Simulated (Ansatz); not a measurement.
Run report: CdO, density-of-states calculation

System: CdO (disordered cell, 14 atoms in the cell).
Method: DFT PBE, scalar-relativistic, plane waves, PAW, no spin polarisation (Ansatz 0.2.0).

It belongs to a series of runs on one base structure; here: atoms packed at random at 1.25 times the crystal's volume, relaxed.

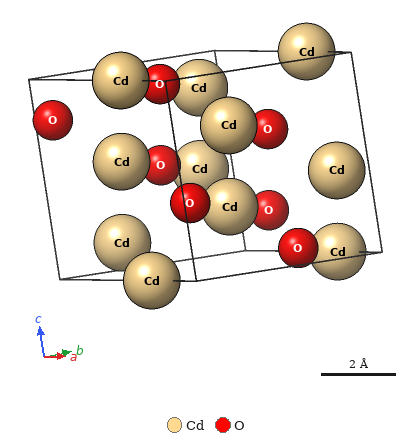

**Figure 1.** The structure (spheres-only view of the cell of the calculation, seen at an oblique angle).

Input file
```yaml
crystal:
  lattice:
    - [5.793599, 0.500646, 0.524006]
    - [0.530959, 5.791209, -0.542031]
    - [0.501033, -0.488724, 5.797458]
  atoms:
    - { symbol: Cd, position: [0.1316661972, 0.2643998145, 0.1465514783] }
    - { symbol: Cd, position: [0.4173996452, 0.1215569727, 0.5751478245] }
    - { symbol: Cd, position: [0.9888264448, 0.8358516148, 0.432290764] }
    - { symbol: Cd, position: [0.8459681118, 0.4072354527, 0.7180101216] }
    - { symbol: Cd, position: [0.7031203204, 0.9787126486, 0.003724668] }
    - { symbol: Cd, position: [0.274527198, 0.69299795, 0.8608570057] }
    - { symbol: Cd, position: [0.5602567532, 0.550130825, 0.2894347696] }
    - { symbol: O, position: [0.0602543153, 0.0501240066, 0.7894198958] }
    - { symbol: O, position: [0.4888026508, 0.3358612916, 0.9323027644] }
    - { symbol: O, position: [0.6316787626, 0.7644354373, 0.6465757757] }
    - { symbol: O, position: [0.9173790329, 0.6215619777, 0.0751437073] }
    - { symbol: O, position: [0.3459616775, 0.9072895023, 0.2179931039] }
    - { symbol: O, position: [0.7745357597, 0.1929969235, 0.3608427808] }
    - { symbol: O, position: [0.20309105, 0.4786948498, 0.503709811] }
basis:
  ecutwfc: 420
kpoints:
  mp_grid: { grid: [4, 4, 4] }
hamiltonian:
  xc: pbe
scf:
  occupations: { method: gaussian, width: 0.02 }
  n_extra_bands: 8
output:
  forces: true
  stress: true
  eigenvalues: true
  populations: true
  dos:
    method: { smearing: { sigma: 0.1, scheme: gaussian } }
    projected: true
    de: 0.02
```

Hardware: 2 threads of Intel Xeon (Granite Rapids), 176 GiB of memory available, shared host.

Run as:
```bash
ansatz run input.yaml --threads 2 --pin off --max-ram 4096MiB --backend cpu --events-out ev --progress --plain --runs-dir out
```

The program's output
```
scf.n_extra_bands = 8 over 91 filled bands (N_el = 182.0): the run solves 99 bands
Engine: ansatz 0.2.0, x86_64-unknown-linux-gnu
Pseudopotentials: kind: paw
Pseudopotential: Cd, paw, valence charge 20, recommended cutoff 420 eV (normal), Cd.paw.azcp
Pseudopotential: O, paw, valence charge 6, recommended cutoff 420 eV (normal), O.paw.azcp
Functional definition: PBE
  parameter kappa = 0.804
  parameter beta = 0.06672455060314922
  exchange = pbe_x(kappa = kappa, mu = beta*pi^2/3)
  correlation = pbe_c(beta = beta)
Crystal: 14 atoms, lattice volume = 189.648 Å³
Basis set: ecut = 420 eV, 3729 PW (Γ), exchange–correlation on 80×80×80 points (8 copies of the dense FFT grid, shifted against one another)
Bands: 99, of which v1, the nominal top of the filled ones, is band 91 counted from 1 (90 counted from 0)
Symmetry: 1 space group operations
Space group: P1 (ITA 1), of the structure as read, at distance tolerance 5.7e-5 Å
k-points: 36 of 64 (time reversal used)
Non-local potential: Cd, projectors of the file, l = 0: 3, l = 1: 2, l = 2: 2, l = 3: 1
Non-local potential: O, projectors of the file, l = 0: 2, l = 1: 2, l = 2: 1
PAW form: soft (Blöchl's): semilocal exchange-correlation on the pseudo side does not see the compensation charge
PAW one-centre angular grid: Cd, 590 points (default); XC on 64 Gauss nodes
PAW one-centre angular grid: O, 110 points (default); XC on 64 Gauss nodes
Initial density: superposition of atomic densities (neutral atoms: chi_scale 0, normalization atom), corrected by the library's trained network
Initial wavefunctions: pseudopotential atomic-orbital guess
Functional: x = pbe(κ = 0.804, μ = 0.2195149727645171), c = pbe(β = 0.06672455060314922)
SCF iter   1: F=—  HF=-61750.085981 eV  |F-HF|=—  |Δ(HF+E_count)|=         —  Δρ=9.93e-4  dr2=1.02e-3  ethr=1.77e-3  ⟨swp⟩=5.7  Hψ=11245  notcnv=0  defer=2
preconditioner: auto → Resta (q_TF=auto, 2.710 Å⁻¹)  ε∞=8.6  [insulator: Δε(μ)=0.904 eV  Ē_g=11.010 eV  σ=0.020 eV  W_gap=0.86  n_scr=74 (ndim 8)  ℏωp=30.3 eV  f_vac=0.003  D(μ)=3.63/eV (n_scr^D=24)  ε∞_Penn≈8.6]
SCF iter   2: F=—  HF=-61750.090289 eV  |F-HF|=—  |Δ(HF+E_count)|=   4.31e-3  Δρ=4.06e-4  dr2=1.59e-4  ethr=5.63e-7  ⟨swp⟩=2.8  Hψ=7838  notcnv=0  defer=26
SCF iter   3: F=—  HF=-61750.090572 eV  |F-HF|=—  |Δ(HF+E_count)|=   2.83e-4  Δρ=1.41e-4  dr2=1.37e-5  ethr=8.75e-8  ⟨swp⟩=2.0  Hψ=5667  notcnv=0  defer=26
SCF iter   4: F=—  HF=-61750.090612 eV  |F-HF|=—  |Δ(HF+E_count)|=   3.96e-5  Δρ=4.53e-5  dr2=1.43e-6  ethr=7.52e-9  ⟨swp⟩=2.0  Hψ=5688  notcnv=0  defer=26
iter 5 did not close the SCF: its close was put off for the readings that it lacked (scf_convergence_deferred on its scf_iter line)
SCF iter   5: F=-61750.090614 eV  HF=-61750.090614 eV  |F-HF|=3.45e-8  |Δ(HF+E_count)|=   2.64e-6  Δρ=5.81e-6  dr2=2.47e-8  ethr=7.84e-10  ⟨swp⟩=2.0  Hψ=5780  notcnv=0  defer=26
SCF iter   6: F=-61750.090615 eV  HF=-61750.090615 eV  |F-HF|=5.38e-10  |Δ(HF+E_count)|=   4.06e-8  Δρ=9.68e-7  dr2=1.49e-9  ethr=1.36e-11  ⟨swp⟩=4.9  Hψ=11617  notcnv=0
SCF 1 converged in 6 iterations: F = -61750.090615 eV  dr2 = 1.49e-9
  greatest PAW one-centre occupation: 1.000 electrons in one spin orbital (limit 2), on the Cd atom at site 0 (counted from 0), in its partial waves of l = 1
SCF converged after 6 iterations
Free energy (F): -61750.090615 eV
Harris-Foulkes:  -61750.090615 eV  (|F-HF|=5.38e-10)
Internal energy: -61750.089888 eV  (E = F + TS)
E sigma→0 (E₀):  -61750.090251 eV
Entropy (-TS):   -0.000727 eV (-0.052 meV/atom)
Fermi energy:    11.856178 eV
--- Per-component energies (eV) ---
  E_band       = -2603.200330
  E_kinetic    = 4750.605142
  E_local      = -21796.935011  (includes V_loc(G=0)·N_el)
  E_nonlocal   = 585.987702
  E_hartree    = 10056.109445
  E_xc         = -1749.114284
  E_vxc        = -2204.693972  (∫ρ·V_xc dr)
  E_paw        = -29700.606192  (= ΣΔE_a)
  E_vpaw       = -4050.397869  (= ΣTr[D̂ρ^β])
  E_aug_tail   = 0.016607  (compensation charges beyond the density's cutoff)
  E_ewald      = -23896.153296
  E_smearing   = -0.000727  (= −TS)
  E_closure    = -0.000000  (closes the sum)
  Σ components = -61750.090615   (vs F -61750.090615, Δ=0.00e0)
--- Forces (eV/Å), atoms counted from 1 ---
  atom   1  Cd     0.00080744     0.00093039     0.00093075
  atom   2  Cd    -0.00007519     0.00033117    -0.00041756
  atom   3  Cd    -0.00009783    -0.00087127    -0.00035522
  atom   4  Cd    -0.00029256     0.00177828    -0.00058805
  atom   5  Cd    -0.00099458    -0.00074163    -0.00031738
  atom   6  Cd     0.00043479    -0.00067076     0.00002618
  atom   7  Cd    -0.00065689     0.00041194     0.00007517
  atom   8  O     -0.00012793    -0.00001767     0.00000368
  atom   9  O      0.00037427    -0.00015537    -0.00049117
  atom  10  O      0.00005541    -0.00045045     0.00008036
  atom  11  O      0.00029678     0.00001395    -0.00006023
  atom  12  O     -0.00003254    -0.00041403     0.00026471
  atom  13  O     -0.00002546    -0.00025274     0.00057326
  atom  14  O      0.00033436     0.00010850     0.00027566
  max |Σ_I F_I| component: 3.11e-7 eV/Å
--- Stress (GPa, compression-positive) ---
        0.029055      -0.021254      -0.022365
       -0.021254       0.005566       0.032016
       -0.022365       0.032016       0.017372
  P = ⅓ Tr σ = 0.0173 GPa (0.173 kbar)
--- Band table (eV; the first three rows and the last of 36) ---
  k-point 0: bands = ["-88.5454", "-88.5447", "-88.5446", "-88.5446", "-88.5445", "-88.5445", "-88.5444", "-49.6446", "-49.6445", "-49.6445", "-49.6444", "-49.6444", "-49.6444", "-49.6400", "-49.6399", "-49.6399", "-49.6399", "-49.6399", "-49.6398", "-49.6370", "-49.6370", "-49.6370", "-49.6369", "-49.6369", "-49.6369", "-49.6340", "-49.6335", "-49.6334", "-5.2075", "-4.5401", "-4.5397", "-4.5394", "-4.5393", "-4.5391", "-4.5390", "4.8163", "4.8166", "4.8167", "4.8169", "4.8171", "4.8172", "4.9919", "4.9919", "4.9922", "4.9923", "4.9923", "4.9924", "5.0440", "5.0441", "5.0442", "5.0442", "5.0445", "5.0446", "5.2125", "5.2132", "5.2142", "5.4900", "5.4906", "5.6733", "5.6733", "5.6734", "5.6734", "5.6735", "5.6735", "5.7715", "5.7715", "5.7716", "5.7716", "5.7717", "5.7718", "8.4571", "8.4575", "8.4575", "8.4577", "8.4582", "8.4583", "10.0181", "10.0183", "10.0186", "10.0188", "10.0190", "10.0192", "10.6408", "10.6415", "10.6458", "11.1313", "11.1315", "11.1316", "11.1317", "11.1323", "11.1325", "11.3513", "17.5862", "17.5864", "17.5869", "17.5871", "17.5878", "17.5879", "19.1125"]
  k-point 1: bands = ["-88.5453", "-88.5448", "-88.5447", "-88.5446", "-88.5445", "-88.5445", "-88.5444", "-49.6462", "-49.6447", "-49.6441", "-49.6437", "-49.6433", "-49.6430", "-49.6421", "-49.6413", "-49.6409", "-49.6392", "-49.6381", "-49.6380", "-49.6379", "-49.6374", "-49.6372", "-49.6369", "-49.6360", "-49.6356", "-49.6353", "-49.6343", "-49.6337", "-5.1170", "-4.6638", "-4.5629", "-4.5469", "-4.5300", "-4.5235", "-4.5132", "4.5572", "4.7833", "4.7842", "4.7947", "4.8298", "4.8388", "4.9114", "4.9404", "4.9883", "5.0146", "5.0470", "5.0559", "5.0776", "5.0979", "5.1306", "5.1481", "5.1693", "5.1952", "5.2041", "5.2233", "5.2456", "5.3379", "5.4822", "5.5177", "5.6537", "5.6745", "5.6798", "5.7183", "5.7287", "5.7541", "5.7619", "5.7622", "5.7920", "5.8362", "5.8752", "8.2049", "8.3429", "8.4973", "8.6363", "8.6581", "8.7818", "9.2987", "9.4844", "9.5512", "9.6095", "10.2219", "10.3692", "10.5236", "10.6362", "10.6972", "10.8262", "10.8459", "11.1913", "11.2349", "11.4314", "11.6530", "12.7443", "16.1679", "16.9109", "17.0358", "17.3999", "17.7876", "18.0367", "18.7555"]
  k-point 2: bands = ["-88.5451", "-88.5450", "-88.5447", "-88.5446", "-88.5445", "-88.5444", "-88.5444", "-49.6470", "-49.6441", "-49.6441", "-49.6441", "-49.6441", "-49.6416", "-49.6416", "-49.6402", "-49.6402", "-49.6393", "-49.6392", "-49.6381", "-49.6380", "-49.6377", "-49.6377", "-49.6360", "-49.6359", "-49.6358", "-49.6355", "-49.6345", "-49.6344", "-4.8945", "-4.8944", "-4.5591", "-4.5588", "-4.5330", "-4.5325", "-4.4983", "4.4206", "4.7026", "4.7056", "4.8564", "4.8565", "4.9468", "4.9468", "4.9648", "4.9649", "5.0651", "5.0652", "5.0827", "5.0827", "5.1395", "5.1397", "5.1590", "5.1591", "5.1878", "5.1879", "5.2785", "5.2786", "5.3691", "5.3692", "5.5874", "5.5875", "5.7097", "5.7106", "5.7301", "5.7302", "5.7486", "5.7487", "5.8249", "5.8249", "5.8333", "5.8334", "8.1455", "8.5549", "8.5553", "8.6803", "8.6806", "8.8189", "8.8191", "9.2930", "9.2934", "9.6736", "9.6738", "10.5690", "10.5692", "10.6435", "10.6436", "10.7813", "10.7817", "11.2484", "11.2485", "11.8392", "11.8407", "14.5201", "14.5202", "16.2593", "17.2208", "17.2210", "17.5000", "17.5001", "18.8615"]
  k-point 35: bands = ["-88.5448", "-88.5447", "-88.5447", "-88.5447", "-88.5447", "-88.5446", "-88.5445", "-49.6474", "-49.6433", "-49.6433", "-49.6432", "-49.6431", "-49.6431", "-49.6431", "-49.6382", "-49.6381", "-49.6380", "-49.6380", "-49.6380", "-49.6380", "-49.6373", "-49.6373", "-49.6372", "-49.6371", "-49.6371", "-49.6371", "-49.6357", "-49.6356", "-4.6632", "-4.6627", "-4.6624", "-4.6623", "-4.6622", "-4.6619", "-4.4972", "4.4207", "4.7028", "4.7035", "4.9361", "4.9362", "4.9362", "4.9363", "4.9365", "4.9365", "5.0053", "5.0055", "5.0058", "5.0059", "5.0063", "5.0065", "5.2725", "5.2725", "5.2727", "5.2728", "5.2728", "5.2729", "5.5865", "5.5866", "5.5866", "5.5867", "5.5868", "5.5869", "5.7105", "5.7109", "5.7497", "5.7497", "5.7497", "5.7497", "5.7497", "5.7498", "8.1498", "8.5548", "8.5549", "8.5552", "8.5553", "8.5554", "8.5557", "10.1367", "10.1370", "10.1374", "10.1378", "10.1387", "10.1388", "10.7167", "10.7170", "10.7171", "10.7173", "10.7174", "10.7176", "11.8388", "11.8403", "16.2555", "16.2890", "16.2891", "16.2906", "16.2907", "16.2913", "16.2915", "18.8685"]
--- Löwdin populations: 14 sites ---
  site symbol       q [e]
     0     Cd     18.6546
     1     Cd     18.6546
     2     Cd     18.6546
     3     Cd     18.6546
     4     Cd     18.6546
     5     Cd     18.6546
     6     Cd     18.6546
     7      O      7.1654
     8      O      7.1654
     9      O      7.1654
    10      O      7.1654
    11      O      7.1654
    12      O      7.1654
    13      O      7.1654
  spilling = 0.006923 (of n_electrons = 182.000000)
```

File populations.tsv
```
# site	symbol	l	j	q
# orbitals = lowdin
# n_electrons = 182.000000
# spilling = 0.006923
0	Cd	0_4S	-	1.997825
0	Cd	0_5S	-	0.672376
0	Cd	1_4P	-	5.998771
0	Cd	2_4D	-	9.985636
1	Cd	0_4S	-	1.997825
1	Cd	0_5S	-	0.672400
1	Cd	1_4P	-	5.998771
1	Cd	2_4D	-	9.985640
2	Cd	0_4S	-	1.997825
2	Cd	0_5S	-	0.672396
2	Cd	1_4P	-	5.998771
2	Cd	2_4D	-	9.985640
3	Cd	0_4S	-	1.997825
3	Cd	0_5S	-	0.672401
3	Cd	1_4P	-	5.998771
3	Cd	2_4D	-	9.985640
4	Cd	0_4S	-	1.997825
4	Cd	0_5S	-	0.672389
4	Cd	1_4P	-	5.998771
4	Cd	2_4D	-	9.985638
5	Cd	0_4S	-	1.997825
5	Cd	0_5S	-	0.672395
5	Cd	1_4P	-	5.998771
5	Cd	2_4D	-	9.985640
6	Cd	0_4S	-	1.997825
6	Cd	0_5S	-	0.672391
6	Cd	1_4P	-	5.998771
6	Cd	2_4D	-	9.985639
7	O	0_2S	-	1.924536
7	O	1_2P	-	5.240876
8	O	0_2S	-	1.924546
8	O	1_2P	-	5.240836
9	O	0_2S	-	1.924550
9	O	1_2P	-	5.240821
10	O	0_2S	-	1.924546
10	O	1_2P	-	5.240839
11	O	0_2S	-	1.924547
11	O	1_2P	-	5.240837
12	O	0_2S	-	1.924541
12	O	1_2P	-	5.240855
13	O	0_2S	-	1.924551
13	O	1_2P	-	5.240819
```

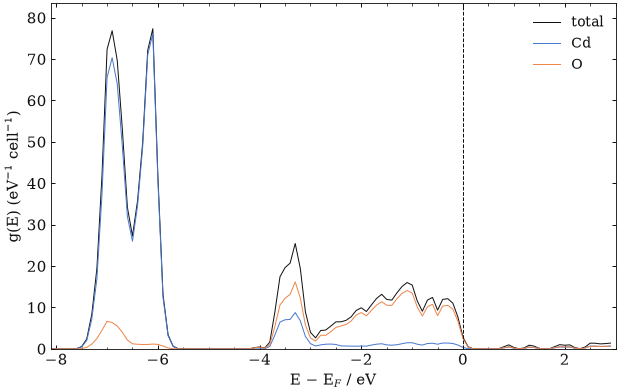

**Figure 2.** Density of states (projected on Löwdin-orthogonalised atomic shells), with energies from the Fermi level. There are states at the Fermi level: a metal at this level of theory.

Summary

| quantity | value |
| --- | --- |
| outcome | converged |
| electrons treated | 182 |
| free energy | −61750.0906 eV |
| Fermi energy | 11.856 eV |
| gap on the k-point mesh | none (metallic) |
| pressure | 0.02 GPa |
| largest force (length of the vector) | 0.002 eV/Å |
| wall time | 18 s (CPU time 36 s) |
| peak memory | 0.78 GiB |
